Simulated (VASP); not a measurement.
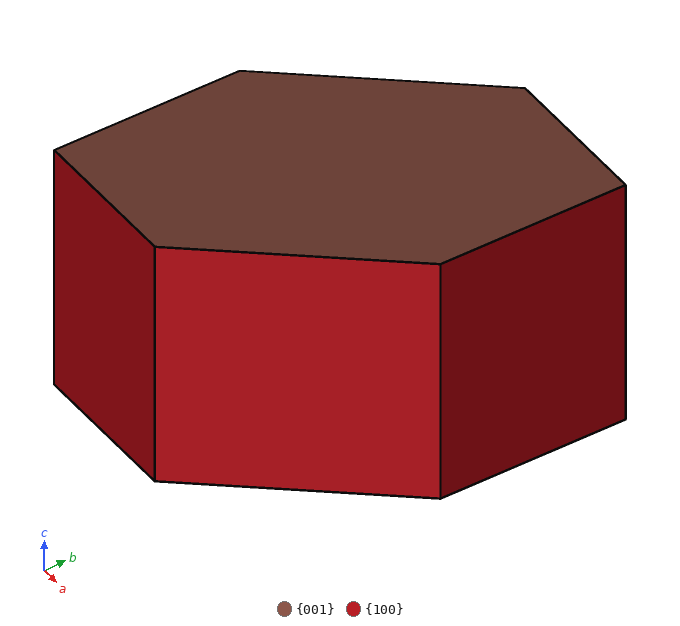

TaS2, space group P-3m1 (No. 164), a = 3.329 Å, b = 3.329 Å, c = 5.769 Å, α = 90.00°, β = 90.00°, γ = 120.00°. The shape was computed with the Donnay–Harker form of the Bravais–Friedel law: planes with larger spacing d grow more slowly and so show as larger faces; centring, glide planes and screw axes halve or divide d. Origin: the geometry relaxed with VASP Kohn-Sham DFT of a periodic cell, revPBE with D4, VASP PAW PBE potentials, recommended (VASP). Forms under 0.4 % of the area are left out.

> How many faces does the whole crystal have, by form?

8 faces: 2 of {001} and 6 of {100}.

> List the forms with their spacings and shares.

```json
{"form": "{001}", "faces": "2", "d (Å)": "5.769", "share of area (%)": "50.0"}
{"form": "{100}", "faces": "6", "d (Å)": "2.883", "share of area (%)": "50.0"}
```
